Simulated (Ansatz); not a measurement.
## Electronic structure of Zr7Si8O33 (cell with a defect) in real space

Input file:

```
crystal:
  lattice:
    - [0.0, 6.6775196062, -6.0234747448]
    - [-6.6775196062, 0.0, 6.0234747448]
    - [6.6775196062, 0.0, 6.0234747448]
  atoms:
    - { symbol: O, position: [0.5, 0.75, 0.25] }
    - { symbol: Zr, position: [0.0, 0.5, 0.5] }
    - { symbol: Zr, position: [0.5, 0.25, 0.75] }
    - { symbol: Zr, position: [0.0, 0.0, 0.0] }
    - { symbol: Zr, position: [0.5, 0.375, 0.375] }
    - { symbol: Zr, position: [0.0, 0.125, 0.625] }
    - { symbol: Zr, position: [0.5, 0.875, 0.875] }
    - { symbol: Zr, position: [0.0, 0.625, 0.125] }
    - { symbol: Si, position: [0.5, 0.0, 0.5] }
    - { symbol: Si, position: [0.0, 0.75, 0.75] }
    - { symbol: Si, position: [0.5, 0.5, 0.0] }
    - { symbol: Si, position: [0.0, 0.25, 0.25] }
    - { symbol: Si, position: [1.0, 0.875, 0.375] }
    - { symbol: Si, position: [0.5, 0.625, 0.625] }
    - { symbol: Si, position: [1.0, 0.375, 0.875] }
    - { symbol: Si, position: [0.5, 0.125, 0.125] }
    - { symbol: O, position: [0.3162401041, 0.8179525789, 0.3179525789] }
    - { symbol: O, position: [0.8162401041, 0.5679525789, 0.5679525789] }
    - { symbol: O, position: [0.3162401041, 0.3179525789, 0.8179525789] }
    - { symbol: O, position: [0.8162401041, 0.0679525789, 0.0679525789] }
    - { symbol: O, position: [0.0, 0.6929525789, 0.3767124748] }
    - { symbol: O, position: [0.5, 0.4429525789, 0.6267124748] }
    - { symbol: O, position: [0.0, 0.1929525789, 0.8767124748] }
    - { symbol: O, position: [0.5, 0.9429525789, 0.1267124748] }
    - { symbol: O, position: [0.0, 0.8767124748, 0.1929525789] }
    - { symbol: O, position: [0.5, 0.6267124748, 0.4429525789] }
    - { symbol: O, position: [0.0, 0.3767124748, 0.6929525789] }
    - { symbol: O, position: [0.5, 0.1267124748, 0.9429525789] }
    - { symbol: O, position: [0.1837598959, 0.2517124748, 0.2517124748] }
    - { symbol: O, position: [0.6837598959, 0.0017124748, 0.5017124748] }
    - { symbol: O, position: [0.1837598959, 0.7517124748, 0.7517124748] }
    - { symbol: O, position: [0.6837598959, 0.5017124748, 0.0017124748] }
    - { symbol: O, position: [0.5, 0.1820474211, 0.4982875252] }
    - { symbol: O, position: [0.0, 0.9320474211, 0.7482875252] }
    - { symbol: O, position: [0.5, 0.6820474211, 0.9982875252] }
    - { symbol: O, position: [0.0, 0.4320474211, 0.2482875252] }
    - { symbol: O, position: [0.1837598959, 0.0570474211, 0.5570474211] }
    - { symbol: O, position: [0.6837598959, 0.8070474211, 0.8070474211] }
    - { symbol: O, position: [0.1837598959, 0.5570474211, 0.0570474211] }
    - { symbol: O, position: [0.6837598959, 0.3070474211, 0.3070474211] }
    - { symbol: O, position: [0.8162401041, 0.8732875252, 0.3732875252] }
    - { symbol: O, position: [0.3162401041, 0.6232875252, 0.6232875252] }
    - { symbol: O, position: [0.8162401041, 0.3732875252, 0.8732875252] }
    - { symbol: O, position: [0.3162401041, 0.1232875252, 0.1232875252] }
    - { symbol: O, position: [0.0, 0.2482875252, 0.4320474211] }
    - { symbol: O, position: [0.5, 0.9982875252, 0.6820474211] }
    - { symbol: O, position: [0.0, 0.7482875252, 0.9320474211] }
    - { symbol: O, position: [0.5, 0.4982875252, 0.1820474211] }
  host:
    lattice:
      - [-3.3387598031, 3.3387598031, 3.0117373724]
      - [3.3387598031, -3.3387598031, 3.0117373724]
      - [3.3387598031, 3.3387598031, -3.0117373724]
    atoms:
      - { symbol: Zr, position: [0.0, 0.0, 0.0] }
      - { symbol: Zr, position: [0.75, 0.25, 0.5] }
      - { symbol: Si, position: [0.5, 0.5, 0.0] }
      - { symbol: Si, position: [0.25, 0.75, 0.5] }
      - { symbol: O, position: [0.1359051578, 0.3196650537, 0.8162401041] }
      - { symbol: O, position: [0.0696650537, 0.7534249495, 0.6837598959] }
      - { symbol: O, position: [0.0696650537, 0.3859051578, 0.3162401041] }
      - { symbol: O, position: [0.5034249495, 0.3196650537, 0.1837598959] }
      - { symbol: O, position: [0.6803349463, 0.4965750505, 0.8162401041] }
      - { symbol: O, position: [0.6140948422, 0.9303349463, 0.6837598959] }
      - { symbol: O, position: [0.2465750505, 0.9303349463, 0.3162401041] }
      - { symbol: O, position: [0.6803349463, 0.8640948422, 0.1837598959] }
basis:
  ecutwfc: 420
  xc_grid: 2
kpoints:
  mp_grid: { grid: [2, 2, 2], shift: [0.5, 0.5, 0.5] }
hamiltonian:
  xc: pbe
scf:
  occupations: { method: gaussian, width: 0.01 }
output:
  forces: true
  stress: false
  eigenvalues: true
  charged_corrections:
    defect_position: [0.5, 0.75, 0.25]
    epsilon: [[13.9347, 0.0, 0.0], [0.0, 13.9347, 0.0], [0.0, 0.0, 12.8306]]
  write_density: true
  write_potential: true
  elf: true
  volumetric_format: npy
relax:
  adjacent_minimum: "off"
  f_tol: 0.025
  max_steps: 45
```

Command:

```sh
ansatz run input.yaml --threads 4 --pin off --max-ram 10240MiB --backend cpu --events-out ev --progress --plain --runs-dir out
```

The fields are those of the relaxed geometry.

The SCF solution may not be the lowest one.

Computed with DFT PBE, scalar-relativistic, plane waves, PAW in Ansatz.

In a PAW calculation such maps are meaningful between the atoms, not at the nuclei.

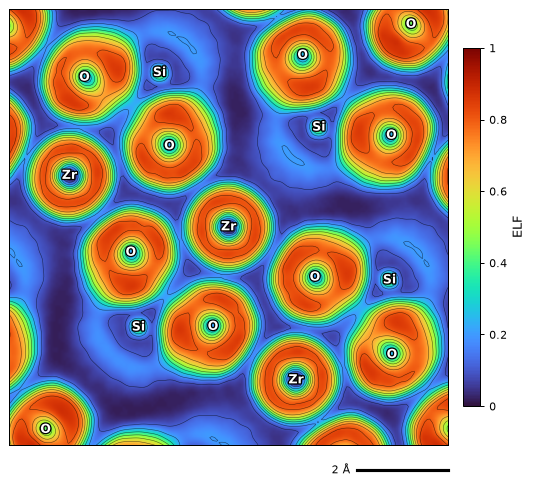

Figure 1. ELF on the (100) plane of the calculation cell.

What does the map show?

Answer. The section cuts through O, Zr and Si sites. Si–O (1.62 Å): the ELF peaks at about 0.85 between the atoms. Zr–O (2.18 Å): the ELF peaks at about 0.85 in the valence shell of O, 0.6 Å from its nucleus, and drops to about 0.15 between the two atoms (no shared electron pair shows on this line). Zr–O (2.20 Å): the ELF peaks at about 0.85 in the valence shell of O, 0.6 Å from its nucleus, and drops to about 0.20 between the two atoms: no shared electron pair shows on this line. The features right at Zr lie inside the PAW spheres, where the map follows smoothed inner orbitals and isn't to be read closely.

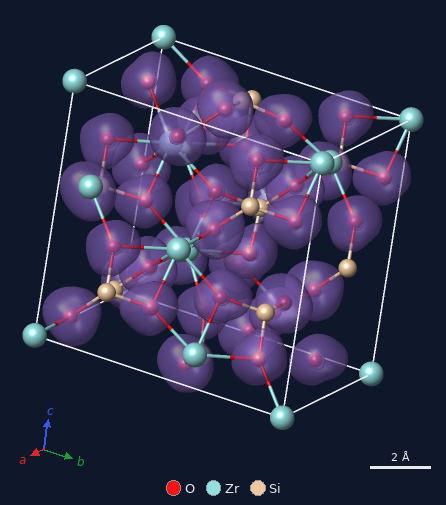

Figure 2. Isosurface of the ELF at 0.6 (purple), seen slightly off an axis. Only the valence region is drawn (cores and ρ < 0.01 e/Å³ removed). Sticks mark near contacts.

What do the ELF domains correspond to?

Answer. The surface consists of 32 regions on O in which the atom's valence shell and bonds are merged and one region wrapped around O (its valence shell), counted in one cell of 48 atoms. Any copies at cell faces, edges or corners count once. Profiles from the grid: Zr–O (2.08 Å): the ELF peaks at about 0.85 in the valence shell of O, 0.6 Å from its nucleus, and drops to about 0.20 between the two atoms: no localised pair shows between them.
